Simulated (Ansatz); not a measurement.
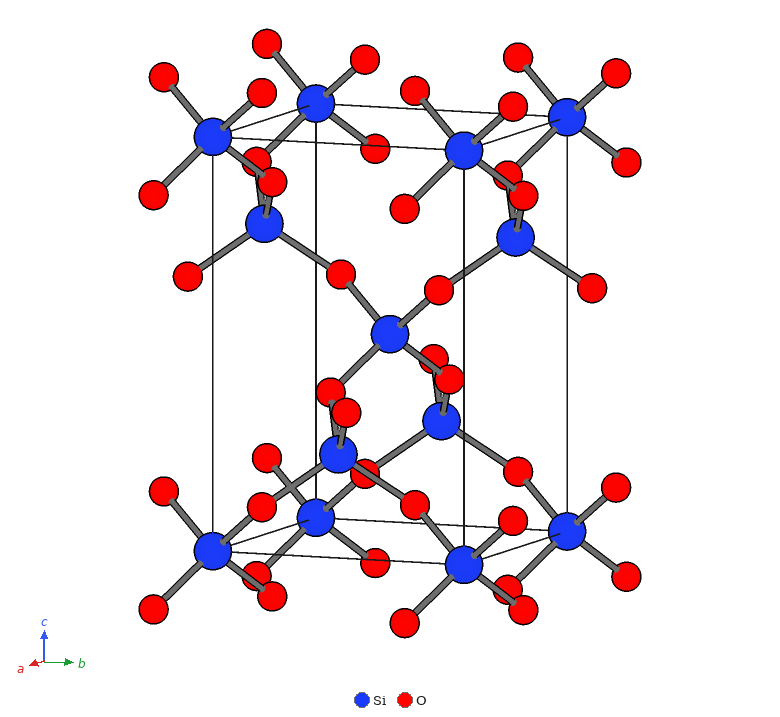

SiO₂ (space group I-42d, No. 122). Coordinates: the end point of a relaxation at fixed volume with DFT PBE, scalar-relativistic, plane waves, PAW (Ansatz 0.2.0).

Bonds are taken as O–Si below 1.8 Å. Simplification: prune 0- and 1-connected atoms, fold 2-connected ones into links.

Question: What kind of net remains, and which atoms are its nodes?

Answer: A uninodal 4-connected, three-periodic net: Si is a 4-connected node. O becomes part of the edges.

Question: Name the underlying net.

Answer: It is the dia net, known from diamond, zinc blende and cristobalite.

Question: Is the net interpenetrated?

Answer: It is a single net, without interpenetration.

Question: How many nodes does the smallest cycle have?

Answer: Six.
